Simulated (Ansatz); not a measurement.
# How the conductance of Cu/HfO2/Cu changes with thickness, part 4 of 6

Wanted: T(E), the conductance and its decay constant for Cu/HfO2/Cu. Both electrodes are Cu fcc(001) sqrt2 x sqrt2; the barrier is HfO2 fluorite(001) (O2 and Hf faces). In the first transport cell, after relaxation, the nearest pair of electrode and barrier is Cu–O at 1.89 Å, along the normal, at the lower face and Cu–Hf at 2.59 Å, along the normal, at the upper one. All share a net of side 3.63 Å, which strains the lower electrode by +0.0 % and the barrier by +1.1 %, against typed lattice constants near PBE's. The first steps treat the bulk electrodes alone.

Ansatz 0.2.0; PBE DFT, plane waves, PAW files (the session's first sound run).

So far, transmission at the Fermi level (a spin, zone mean): step 4 (transmission over a wide range of energy) 0.00131. Also channels of the lower lead: step 4 1.77.

### Step 5. Conductance on a fine mesh, atomic planes in the barrier 4, gap between the electrodes 7.85 Å

Level of this step: PBE DFT, plane waves, PAW files; ballistic transmission by layer matching between semi-infinite leads (Ansatz).

System of this step: Cu/HfO2/Cu. The cell holds 50 atoms: 44 Cu, 4 O and 2 Hf. Cell: a = 3.630 Å, b = 3.630 Å, c = 58.145 Å, α = 90.0°, β = 90.0°, γ = 90.0°. Regions: left electrode, 22 atoms (22 Cu); barrier, 6 atoms (4 O and 2 Hf); right electrode, 22 atoms (22 Cu). Vacuum lies along c.

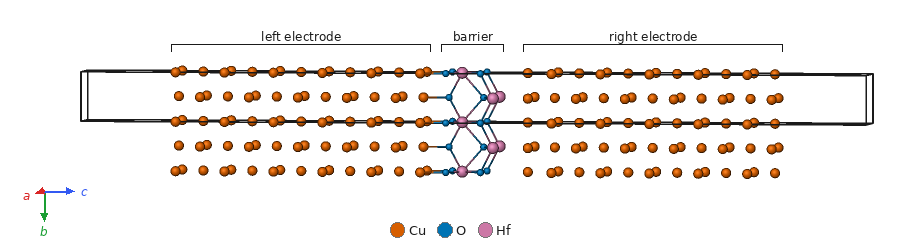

The cell of this step (copper orange, oxygen blue, hafnium pink). 1×2×1 cells are drawn. Some periodic images of atoms are drawn too.

The conductance needs T(E) within ten thermal energies of the Fermi level, on steps under 1.5 kT, and a finer mesh (22×22), since the current can rest on few wavevectors.

input.yaml reads:

```yaml
crystal:
  lattice:
    - [3.63, 0.0, 0.0]
    - [0.0, 3.63, 0.0]
    - [0.0, 0.0, 58.1447046043]
  atoms:
    - { symbol: Cu, position: [0.0, 0.0, 0.1203892951] }
    - { symbol: Cu, position: [0.5, 0.5, 0.1203892951] }
    - { symbol: Cu, position: [0.5, 0.0, 0.15155291] }
    - { symbol: Cu, position: [0.0, 0.5, 0.15155291] }
    - { symbol: Cu, position: [0.0, 0.0, 0.1827165249] }
    - { symbol: Cu, position: [0.5, 0.5, 0.1827165249] }
    - { symbol: Cu, position: [0.5, 0.0, 0.2138801399] }
    - { symbol: Cu, position: [0.0, 0.5, 0.2138801399] }
    - { symbol: Cu, position: [0.0, 0.0, 0.2450437548] }
    - { symbol: Cu, position: [0.5, 0.5, 0.2450437548] }
    - { symbol: Cu, position: [0.5, 0.0, 0.2762073697] }
    - { symbol: Cu, position: [0.0, 0.5, 0.2762073697] }
    - { symbol: Cu, position: [0.0, 0.0, 0.3073709846] }
    - { symbol: Cu, position: [0.5, 0.5, 0.3073709846] }
    - { symbol: Cu, position: [0.5, 0.0, 0.3385345996] }
    - { symbol: Cu, position: [0.0, 0.5, 0.3385345996] }
    - { symbol: Cu, position: [0.0, 0.0, 0.3696982145] }
    - { symbol: Cu, position: [0.5, 0.5, 0.3696982145] }
    - { symbol: Cu, position: [0.5, 0.0, 0.4008618294] }
    - { symbol: Cu, position: [0.0, 0.5, 0.4008618294] }
    - { symbol: Cu, position: [0.0, 0.0, 0.4319232018] }
    - { symbol: Cu, position: [0.5, 0.5, 0.4319232018] }
    - { symbol: O, position: [0.0, 0.0, 0.4645016647] }
    - { symbol: O, position: [0.5, 0.5, 0.4645016647] }
    - { symbol: Hf, position: [0.5, 0.0, 0.4812148972] }
    - { symbol: O, position: [0.5, 0.5, 0.5085247642] }
    - { symbol: O, position: [0.0, 0.0, 0.5085247642] }
    - { symbol: Hf, position: [0.0, 0.5, 0.5245065315] }
    - { symbol: Cu, position: [0.0, 0.5, 0.5690787407] }
    - { symbol: Cu, position: [0.5, 0.0, 0.5647522232] }
    - { symbol: Cu, position: [0.5, 0.5, 0.5991381706] }
    - { symbol: Cu, position: [0.0, 0.0, 0.5991381706] }
    - { symbol: Cu, position: [0.0, 0.5, 0.6303017855] }
    - { symbol: Cu, position: [0.5, 0.0, 0.6303017855] }
    - { symbol: Cu, position: [0.5, 0.5, 0.6614654004] }
    - { symbol: Cu, position: [0.0, 0.0, 0.6614654004] }
    - { symbol: Cu, position: [0.0, 0.5, 0.6926290154] }
    - { symbol: Cu, position: [0.5, 0.0, 0.6926290154] }
    - { symbol: Cu, position: [0.5, 0.5, 0.7237926303] }
    - { symbol: Cu, position: [0.0, 0.0, 0.7237926303] }
    - { symbol: Cu, position: [0.0, 0.5, 0.7549562452] }
    - { symbol: Cu, position: [0.5, 0.0, 0.7549562452] }
    - { symbol: Cu, position: [0.5, 0.5, 0.7861198601] }
    - { symbol: Cu, position: [0.0, 0.0, 0.7861198601] }
    - { symbol: Cu, position: [0.0, 0.5, 0.8172834751] }
    - { symbol: Cu, position: [0.5, 0.0, 0.8172834751] }
    - { symbol: Cu, position: [0.5, 0.5, 0.84844709] }
    - { symbol: Cu, position: [0.0, 0.0, 0.84844709] }
    - { symbol: Cu, position: [0.0, 0.5, 0.8796107049] }
    - { symbol: Cu, position: [0.5, 0.0, 0.8796107049] }
kpoints:
  mp_grid: { grid: [8, 8, 1] }
scf:
  occupations: { method: fermi_dirac, width: 0.1 }
  max_iter: 150
hamiltonian:
  xc: pbe
output:
  transmission:
    kmesh: [22, 22]
    e_range: [-0.26, 0.27]
    de: 0.0375
    leads: [[8, 10], [38, 40]]
```

Run with:

```console
$ ansatz run input.yaml --threads 8 --pin off --max-ram 24576MiB --backend cpu --events-out ev --progress --plain --runs-dir out
```

Numbers of over 12 decimals in the logs are rounded to 6 here.

The program printed:

```text
[...]
Crystal: 50 atoms, lattice volume = 766.167 Å³
Basis set: ecut = 420 eV, 14875 PW (Γ)
Bands: 548, of which v1, the nominal top of the filled ones, is band 456 counted from 1 (455 counted from 0)
Symmetry: 8 space group operations
[...]
k-points: 15 of 64
[...]
SCF iter   1: F=—  HF=-325225.003362 eV  |F-HF|=—  |Δ(HF+E_count)|=         —  Δρ=1.91e-2  dr2=3.80e2  ethr=1.77e-3  ⟨swp⟩=6.0  Hψ=29875  notcnv=0  defer=428
[...]
SCF iter  13: F=-325223.814048 eV  HF=-325223.814048 eV  |F-HF|=6.11e-9  |Δ(HF+E_count)|=   1.28e-7  Δρ=2.07e-6  dr2=3.96e-8  ethr=1.10e-11  ⟨swp⟩=11.4  Hψ=38770  notcnv=0
SCF 1 converged in 13 iterations: F = -325223.814048 eV  dr2 = 3.96e-8
[...]
transmission: 304 of 2964 steps passed
transmission: 608 of 2964 steps passed
[...]
transmission: 2964 of 2964 steps passed
SCF converged after 13 iterations
Free energy (F): -325223.814048 eV
[...]
Internal energy: -325223.280240 eV  (E = F + TS)
E sigma→0 (E₀):  -325223.547144 eV
Entropy (-TS):   -0.533808 eV (-10.676 meV/atom)
Fermi energy:    11.786612 eV
[...]
--- Band table (eV; the first three rows and the last of 15) ---
  k-point 0: bands = [... 452 lower, 11.2921, 12.1501, 12.2643, 12.9897, 13.0074, 13.4131, 13.4131, 13.4563, ... 88 higher]
  k-point 1: bands = [... 452 lower, 11.7334, 12.3865, 12.4372, 12.5613, 12.6827, 12.8698, 12.9830, 13.4186, ... 88 higher]
  k-point 2: bands = [... 452 lower, 11.4028, 11.4712, 11.6447, 11.8053, 12.0035, 12.3684, 12.4000, 12.5813, ... 88 higher]
  k-point 14: bands = [... 452 lower, 11.4002, 11.4009, 11.4055, 11.4055, 11.4133, 11.4392, 11.4483, 11.4483, ... 88 higher]
--- Transmission ---
  basis      : 113 plane waves across, 38 finite elements along
  points     : 78, standing for a mesh of 22 x 22
  filling    : by the input's occupations and mesh, since the crystals that have channels conduct as metals do. If one of these is a semiconductor, that mesh has misplaced its level
[...]
filled         : 12.1 meV under the level at which it is neutral
    channels       : 1.853306e0 a spin
    conductance    : 1.0819e15 S/m² at 300 K; may be off by some 0.0 % by where its bands' edges are placed, 2.9 % from the k-mesh, 0.0 % from the distance to neutral
    slowest decay  : 0.6879 /Å at (0.5000, 0.5000)
[...]
filled         : 1.6 meV under the level at which it is neutral
    channels       : 1.853306e0 a spin
[...]
slowest decay  : 0.6905 /Å at (0.5000, 0.5000)
  junction   : crystal 0 to crystal 1, 16.27 to 41.88 Å
    transmission   : 1.503573e-2 a spin
    conductance    : 8.9042e12 S/m² at 300 K (8.9408e12 on every other point, 8.9221e12 on every other energy)
    error estimate : 0.2 % from the energy spacing and 3.4 % from band edges of the leads and from resonances (wavevectors taken as independent; lower de), 1.5 % from the k-mesh, 2.4 % from the steps of its leads' Hamiltonians or their offsets (lay more layers), 0.4 % from the distance to neutral
    resistance     : 1.1138e-1 Ω µm² beyond half of each lead's own
```

Elapsed: 8.6 min, on 8 threads of Arm Neoverse V2, shared host; peak memory 9.7 GiB; 63 min of CPU time.

This step gave:

| Quantity | Value |
| --- | --- |
| free energy | -325223.8140 eV |
| Fermi energy | 11.79 eV |
| transmission at the Fermi level (a spin, zone mean) | 0.01504 |
| channels of the lower lead | 1.853 |
| channels of the upper lead | 1.853 |
| potential step in the lower lead | 20.9 meV |
| ballistic conductance of the lower lead | 1.08e15 S/m² |
| potential step in the upper lead | 8.3 meV |
| ballistic conductance of the upper lead | 1.08e15 S/m² |
| junction conductance | 8.90e12 S/m² |
| error estimates by source, in the log's order | 0.2, 3.4, 1.5, 2.4, 0.4 % |
| resistance-area product beyond the leads | 0.1114 Ω um² |

One spin. The transmission, zone mean by energy, zero at the Fermi level:

| energy (eV) | transmission, zone mean |
| --- | --- |
| -0.260 | 0.0173 |
| -0.223 | 0.0165 |
| -0.185 | 0.0163 |
| -0.147 | 0.0166 |
| -0.110 | 0.0155 |
| -0.072 | 0.0153 |
| -0.035 | 0.0153 |
| 0.003 | 0.0150 |
| 0.040 | 0.0149 |
| 0.077 | 0.0148 |
| 0.115 | 0.0148 |
| 0.152 | 0.0147 |
| 0.190 | 0.0147 |
| 0.228 | 0.0146 |
| 0.265 | 0.0145 |

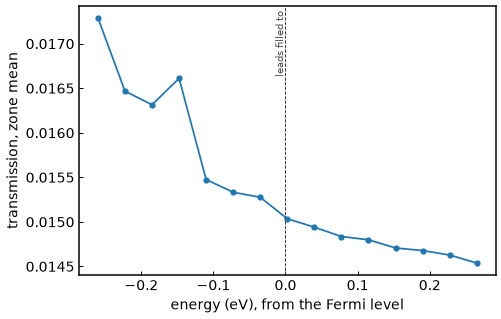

Transmission, zone mean, plotted against energy.

One spin. Open channels, zone mean against energy, zero at the Fermi level:

| energy (eV) | lower lead | upper lead |
| --- | --- | --- |
| -0.260 | 1.77 | 1.77 |
| -0.223 | 1.79 | 1.77 |
| -0.185 | 1.79 | 1.79 |
| -0.147 | 1.80 | 1.80 |
| -0.110 | 1.80 | 1.80 |
| -0.072 | 1.80 | 1.82 |
| -0.035 | 1.84 | 1.85 |
| 0.003 | 1.85 | 1.85 |
| 0.040 | 1.84 | 1.84 |
| 0.077 | 1.82 | 1.82 |
| 0.115 | 1.84 | 1.84 |
| 0.152 | 1.84 | 1.85 |
| 0.190 | 1.85 | 1.85 |
| 0.228 | 1.87 | 1.87 |
| 0.265 | 1.88 | 1.88 |

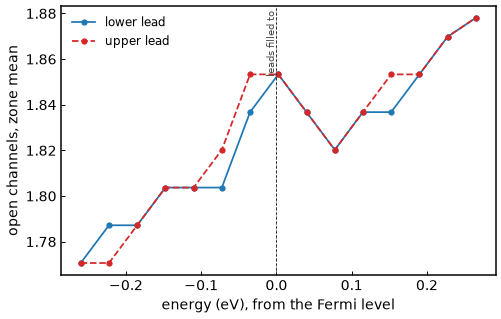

Open channels, zone mean, plotted against energy.

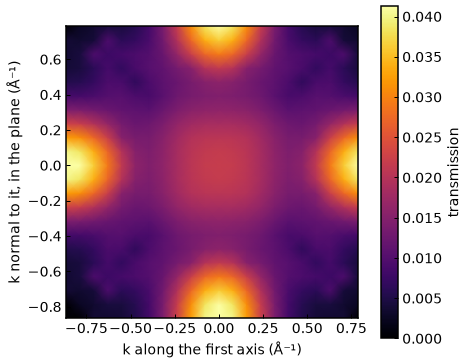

Transmission over k1 and k2. At 0.0025 eV from the Fermi level.

G = 8.9e12 S/m² (1/G = 0.112 Ω µm²). The largest error estimate is 3.4 %. In the worse lead the potential repeats within 21 meV, which the program lets pass. By hand, Landauer's formula with T at one energy: G = (e²/h) ΣT / A = 3.874e-5 S × 0.0301 / 13.18 Å² = 8.8e12 S/m², with T summed over both spins. The printed value averages T over the Fermi window and is 1.0 times this.

### Step 6. Conductance on a fine mesh, 53 atoms

System of this step: Cu/HfO2/Cu. The cell holds 53 atoms: 44 Cu, 6 O and 3 Hf. Cell: a = 3.630 Å, b = 3.630 Å, c = 60.735 Å, α = 90.0°, β = 90.0°, γ = 90.0°. Regions: left electrode, 22 atoms (22 Cu); barrier, 9 atoms (6 O and 3 Hf); right electrode, 22 atoms (22 Cu). Vacuum lies along c.

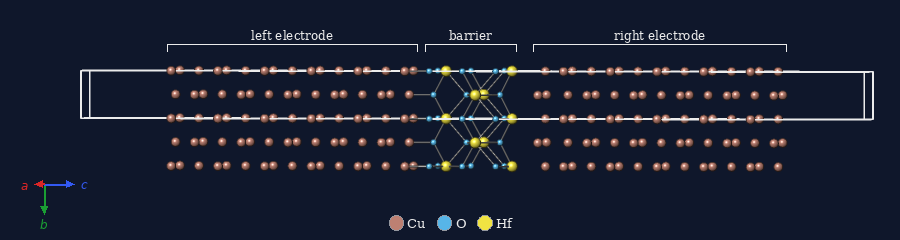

The cell of this step (copper pink, oxygen blue, hafnium yellow). 1×2×1 cells are drawn. Some periodic images of atoms are drawn too.

Barrier layers are added or taken out in the middle, and the relaxed faces stay.

input.yaml reads:

```yaml
crystal:
  lattice:
    - [3.63, 0.0, 0.0]
    - [0.0, 3.63, 0.0]
    - [0.0, 0.0, 60.734926565]
  atoms:
    - { symbol: Cu, position: [0.0, 0.0, 0.1152549348] }
    - { symbol: Cu, position: [0.5, 0.5, 0.1152549348] }
    - { symbol: Cu, position: [0.5, 0.0, 0.1450894845] }
    - { symbol: Cu, position: [0.0, 0.5, 0.1450894845] }
    - { symbol: Cu, position: [0.0, 0.0, 0.1749240341] }
    - { symbol: Cu, position: [0.5, 0.5, 0.1749240341] }
    - { symbol: Cu, position: [0.5, 0.0, 0.2047585838] }
    - { symbol: Cu, position: [0.0, 0.5, 0.2047585838] }
    - { symbol: Cu, position: [0.0, 0.0, 0.2345931335] }
    - { symbol: Cu, position: [0.5, 0.5, 0.2345931335] }
    - { symbol: Cu, position: [0.5, 0.0, 0.2644276832] }
    - { symbol: Cu, position: [0.0, 0.5, 0.2644276832] }
    - { symbol: Cu, position: [0.0, 0.0, 0.2942622329] }
    - { symbol: Cu, position: [0.5, 0.5, 0.2942622329] }
    - { symbol: Cu, position: [0.5, 0.0, 0.3240967826] }
    - { symbol: Cu, position: [0.0, 0.5, 0.3240967826] }
    - { symbol: Cu, position: [0.0, 0.0, 0.3539313323] }
    - { symbol: Cu, position: [0.5, 0.5, 0.3539313323] }
    - { symbol: Cu, position: [0.5, 0.0, 0.3837658819] }
    - { symbol: Cu, position: [0.0, 0.5, 0.3837658819] }
    - { symbol: Cu, position: [0.0, 0.0, 0.4135025496] }
    - { symbol: Cu, position: [0.5, 0.5, 0.4135025496] }
    - { symbol: O, position: [0.0, 0.0, 0.4446916068] }
    - { symbol: O, position: [0.5, 0.5, 0.4446916068] }
    - { symbol: Hf, position: [0.5, 0.0, 0.4606920537] }
    - { symbol: O, position: [0.0, 0.0, 0.48683721] }
    - { symbol: O, position: [0.5, 0.5, 0.48683721] }
    - { symbol: Hf, position: [0.0, 0.5, 0.5033306229] }
    - { symbol: O, position: [0.0, 0.0, 0.5294851905] }
    - { symbol: O, position: [0.5, 0.5, 0.5294851905] }
    - { symbol: Hf, position: [0.5, 0.0, 0.5447853676] }
    - { symbol: Cu, position: [0.5, 0.0, 0.5874566621] }
    - { symbol: Cu, position: [0.0, 0.5, 0.5833146619] }
    - { symbol: Cu, position: [0.0, 0.0, 0.6162341181] }
    - { symbol: Cu, position: [0.5, 0.5, 0.6162341181] }
    - { symbol: Cu, position: [0.5, 0.0, 0.6460686677] }
    - { symbol: Cu, position: [0.0, 0.5, 0.6460686677] }
    - { symbol: Cu, position: [0.0, 0.0, 0.6759032174] }
    - { symbol: Cu, position: [0.5, 0.5, 0.6759032174] }
    - { symbol: Cu, position: [0.5, 0.0, 0.7057377671] }
    - { symbol: Cu, position: [0.0, 0.5, 0.7057377671] }
    - { symbol: Cu, position: [0.0, 0.0, 0.7355723168] }
    - { symbol: Cu, position: [0.5, 0.5, 0.7355723168] }
    - { symbol: Cu, position: [0.5, 0.0, 0.7654068665] }
    - { symbol: Cu, position: [0.0, 0.5, 0.7654068665] }
    - { symbol: Cu, position: [0.0, 0.0, 0.7952414162] }
    - { symbol: Cu, position: [0.5, 0.5, 0.7952414162] }
    - { symbol: Cu, position: [0.5, 0.0, 0.8250759659] }
    - { symbol: Cu, position: [0.0, 0.5, 0.8250759659] }
    - { symbol: Cu, position: [0.0, 0.0, 0.8549105155] }
    - { symbol: Cu, position: [0.5, 0.5, 0.8549105155] }
    - { symbol: Cu, position: [0.5, 0.0, 0.8847450652] }
    - { symbol: Cu, position: [0.0, 0.5, 0.8847450652] }
kpoints:
  mp_grid: { grid: [8, 8, 1] }
scf:
  occupations: { method: fermi_dirac, width: 0.1 }
  max_iter: 150
hamiltonian:
  xc: pbe
output:
  transmission:
    kmesh: [22, 22]
    e_range: [-0.26, 0.27]
    de: 0.0375
    leads: [[8, 10], [41, 43]]
```

The program printed:

```text
[...]
Crystal: 53 atoms, lattice volume = 800.298 Å³
Basis set: ecut = 420 eV, 15507 PW (Γ)
Bands: 570, of which v1, the nominal top of the filled ones, is band 475 counted from 1 (474 counted from 0)
Symmetry: 8 space group operations
[...]
k-points: 15 of 64
[...]
SCF iter   1: F=—  HF=-342087.634821 eV  |F-HF|=—  |Δ(HF+E_count)|=         —  Δρ=2.82e-2  dr2=9.58e2  ethr=1.77e-3  ⟨swp⟩=6.1  Hψ=31533  notcnv=0  defer=395
[...]
SCF iter  15: F=-342084.871286 eV  HF=-342084.871286 eV  |F-HF|=6.93e-9  |Δ(HF+E_count)|=   7.34e-8  Δρ=8.88e-7  dr2=1.98e-8  ethr=1.05e-11  ⟨swp⟩=4.3  Hψ=20196  notcnv=0
SCF 1 converged in 15 iterations: F = -342084.871286 eV  dr2 = 1.98e-8
[...]
transmission: 325 of 3198 steps passed
transmission: 645 of 3198 steps passed
[...]
transmission: 3198 of 3198 steps passed
SCF converged after 15 iterations
Free energy (F): -342084.871286 eV
[...]
Internal energy: -342084.332845 eV  (E = F + TS)
E sigma→0 (E₀):  -342084.602065 eV
Entropy (-TS):   -0.538442 eV (-10.159 meV/atom)
Fermi energy:    11.998695 eV
[...]
--- Band table (eV; the first three rows and the last of 15) ---
  k-point 0: bands = [... 471 lower, 11.4858, 12.3701, 12.4646, 13.2049, 13.2176, 13.6261, 13.6261, 13.6694, ... 91 higher]
  k-point 1: bands = [... 471 lower, 11.9306, 12.5989, 12.6504, 12.7807, 12.8841, 13.0765, 13.1971, 13.6339, ... 91 higher]
  k-point 2: bands = [... 471 lower, 11.6192, 11.6927, 11.8459, 12.0082, 12.2194, 12.5895, 12.5940, 12.7788, ... 91 higher]
  k-point 14: bands = [... 471 lower, 11.6132, 11.6139, 11.6182, 11.6182, 11.6272, 11.6534, 11.6614, 11.6614, ... 91 higher]
--- Transmission ---
  basis      : 113 plane waves across, 41 finite elements along
  points     : 78, standing for a mesh of 22 x 22
[...]
filled         : 12.6 meV under the level at which it is neutral
    channels       : 1.853306e0 a spin
[...]
slowest decay  : 0.6878 /Å at (0.5000, 0.5000)
[...]
filled         : 4.0 meV under the level at which it is neutral
    channels       : 1.853306e0 a spin
[...]
slowest decay  : 0.6901 /Å at (0.5000, 0.5000)
  junction   : crystal 0 to crystal 1, 16.27 to 44.47 Å
    transmission   : 1.338143e-3 a spin
[...]
resistance     : 1.2720e0 Ω µm² beyond half of each lead's own
```

Run time: 11 min. Hardware: 8 threads; peak memory 10 GiB.

Numbers from this step:

```yaml
free_energy: -342084.8713 eV
fermi_energy: 12.00 eV
transmission_at_the_fermi_level_a_spin_zone_mean: 0.001338
potential_step_in_the_lower_lead: 20.8 meV
potential_step_in_the_upper_lead: 8.7 meV
junction_conductance: 7.86e11 S/m²
error_estimates_by_source_in_the_log_s_order: 0, 0, 1.2, 2.7, 0.2 %
resistance_area_product_beyond_the_leads: 1.272 Ω um²
```

One spin. Transmission, zone mean against energy, zero at the Fermi level:

| energy (eV) | transmission, zone mean |
| --- | --- |
| -0.260 | 0.00156 |
| -0.223 | 0.00145 |
| -0.185 | 0.00146 |
| -0.147 | 0.00140 |
| -0.110 | 0.00144 |
| -0.072 | 0.00136 |
| -0.035 | 0.00133 |
| 0.003 | 0.00134 |
| 0.040 | 0.00133 |
| 0.077 | 0.00129 |
| 0.115 | 0.00131 |
| 0.152 | 0.00130 |
| 0.190 | 0.00130 |
| 0.228 | 0.00129 |
| 0.265 | 0.00128 |

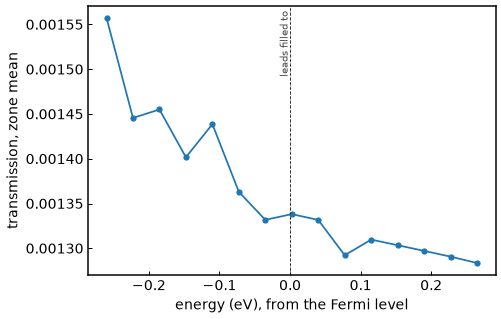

Transmission, zone mean, plotted against energy.

One spin. Open channels, zone mean against energy, zero at the Fermi level:

| energy (eV) | lower lead | upper lead |
| --- | --- | --- |
| -0.260 | 1.77 | 1.77 |
| -0.223 | 1.75 | 1.77 |
| -0.185 | 1.79 | 1.79 |
| -0.147 | 1.80 | 1.80 |
| -0.110 | 1.80 | 1.80 |
| -0.072 | 1.80 | 1.82 |
| -0.035 | 1.84 | 1.85 |
| 0.003 | 1.85 | 1.85 |
| 0.040 | 1.84 | 1.84 |
| 0.077 | 1.79 | 1.82 |
| 0.115 | 1.84 | 1.84 |
| 0.152 | 1.84 | 1.85 |
| 0.190 | 1.85 | 1.85 |
| 0.228 | 1.87 | 1.87 |
| 0.265 | 1.88 | 1.88 |

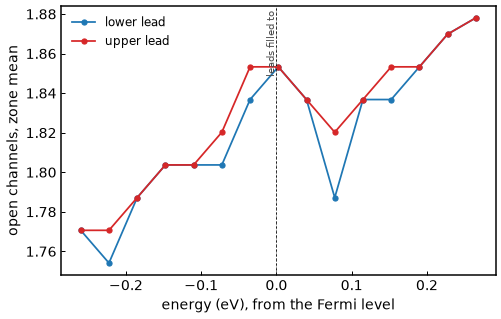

Open channels, zone mean against energy.

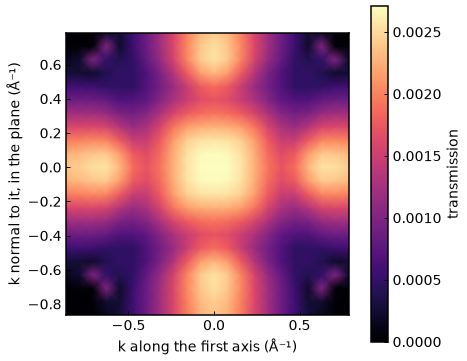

Transmission over k1 and k2. At 0.0025 eV from the Fermi level.

G = 7.9e11 S/m² (1/G = 1.27 Ω µm²), 0.088 times the step before of this kind. The largest error estimate is 2.7 %, from the leads' potential steps. In the worse lead the potential repeats within 21 meV, which the program lets pass.

[end of part 4 of 6]

[Logs are printed without paths, hosts, clocks, repeated set-up lines and the standing remarks that a program may print on its own settings, such as how far it seeks lower states.]

[Hosts, paths, dates, database ids (printed as entryN), source tags and the programs' standing remarks are cut or masked in the printed files.]
